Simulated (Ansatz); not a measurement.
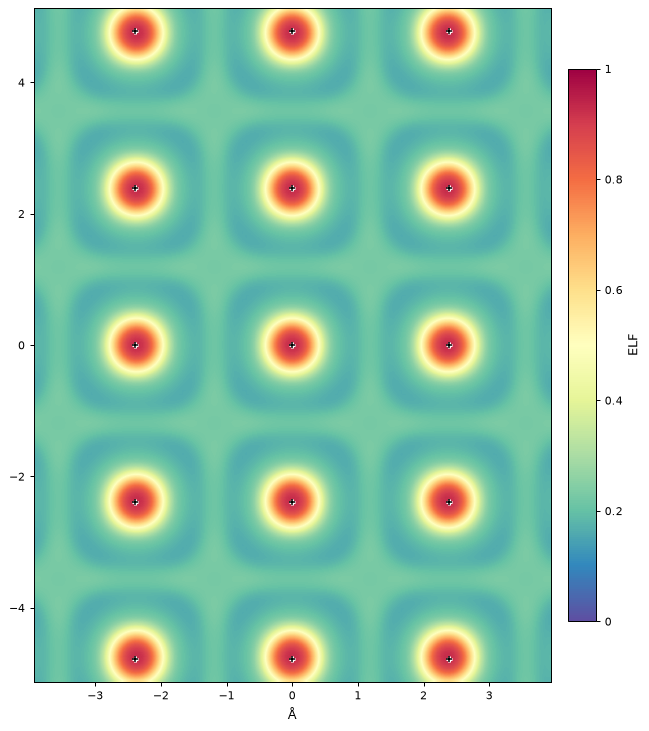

The electron localisation function on a plane through atoms (crosses mark nuclei in the plane).

The calculation used Ansatz, DFT, PBEsol, plane waves (420 eV) with PAW, scalar-relativistic.

Candidates:
A. Lu, a = 7.45 Å, b = 7.45 Å, c = 7.45 Å, α = 90.00°, β = 90.00°, γ = 90.00°. Space group Fd-3m; set up as Lu, diamond; a generated structure, not necessarily the stable one; changed on purpose from its base cell (volume × 1.12).
B. Cu, a = 2.39 Å, b = 2.39 Å, c = 2.39 Å, α = 90.00°, β = 90.00°, γ = 90.00°. Space group Pm-3m; set up as Cu, simple cubic; a generated structure, not necessarily the stable one; changed on purpose from its base cell (volume × 1.04); computed pressure about −4 GPa in this cell; computed without spin polarisation.

> Which system is this?

Candidate B: Cu on the (001) plane of the conventional cell, which holds Cu. Cu–Cu (2.39 Å): the ELF is about 0.20 at the midpoint (no localised pair shows between them).
